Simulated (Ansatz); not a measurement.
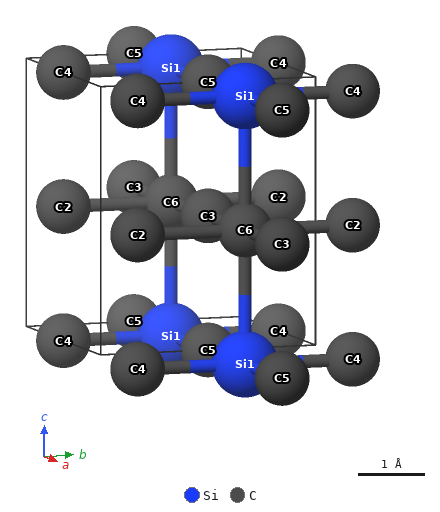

Solid SiC5 (a generated structure, set up in P4/mmm) (coarse preliminary run), before the relaxation. The picture is a ball-and-stick view of the cell of the calculation, repeated 2 × 1 × 1 with one cell outlined, seen slightly off an axis.

All numbers below come from DFT PBE, scalar-relativistic, plane waves, PAW (Ansatz).

The input:
```yaml
crystal:
  lattice:
    - [3.47507181, 0.0, 0.0]
    - [0.0, 3.47507181, 0.0]
    - [0.0, 0.0, 4.13551622]
  atoms:
    - { symbol: Si, position: [0.5, 0.5, 0.0] }
    - { symbol: C, position: [0.5, 0.0, 0.5] }
    - { symbol: C, position: [0.0, 0.5, 0.5] }
    - { symbol: C, position: [0.5, 0.0, 0.0] }
    - { symbol: C, position: [0.0, 0.5, 0.0] }
    - { symbol: C, position: [0.5, 0.5, 0.5] }
basis:
  ecutwfc: 420
kpoints:
  mp_grid: { grid: [6, 6, 4] }
hamiltonian:
  xc: pbe
scf:
  occupations: { method: gaussian, width: 0.1 }
  lower_state_search: "off"
output:
  forces: true
  stress: true
  eigenvalues: true
relax:
  adjacent_minimum: "off"
  f_tol: 0.04
  max_steps: 70
  cell: { stress_tol: 0.4 }
```

Command:
```bash
ansatz run input.yaml --threads 1 --pin off --max-ram 2560MiB --backend cpu --events-out ev --progress --plain --runs-dir out
```

**Where does the relaxation end?**

No atom moves by more than 0.005 Å relative to the cell. The volume changes by +5.4 %, with a = b 3.475 → 3.834 Å (+10.3 %), c 4.136 → 3.582 Å (−13.4 %). Among the contacts that change: Si1–C6 2.068 → 1.791 Å, C2–C6 1.738 → 1.917 Å, Si1–C4 1.738 → 1.917 Å. The space group stays P4/mmm (No. 123). The energy falls by 1.437 eV per cell of the calculation in 8 accepted moves (10 points after the start). All forces vanish by symmetry, so only the cell relaxes. Pressure: 15.58 GPa at the start and −0.12 GPa at the end. The SCF was repeated twice at an unchanged geometry on a basis and grid sized afresh for the cell, which shifted the energy by 52.4 meV per cell of the calculation at most.

Final geometry:

```xyz
6
Lattice="3.8340 0.0000 0.0000 0.0000 3.8340 0.0000 0.0000 0.0000 3.5823" Properties=species:S:1:pos:R:3 pbc="T T T"
Si    1.9170    1.9170    0.0000
C     1.9170    3.8340    1.7911
C     3.8340    1.9170    1.7911
C     1.9170    3.8340    0.0000
C     3.8340    1.9170    0.0000
C     1.9170    1.9170    1.7911
```

The end point in the same view:

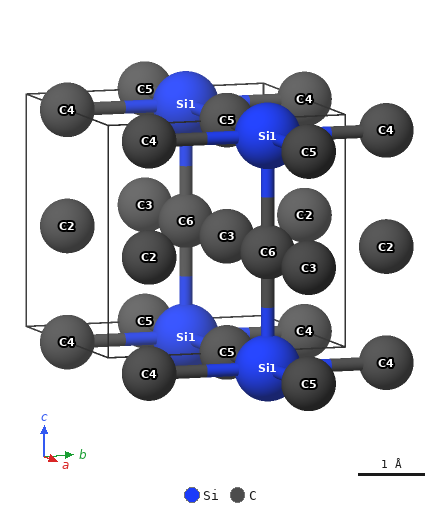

Limits of the set-up: the k-point mesh is coarse for a cell with partly filled bands.
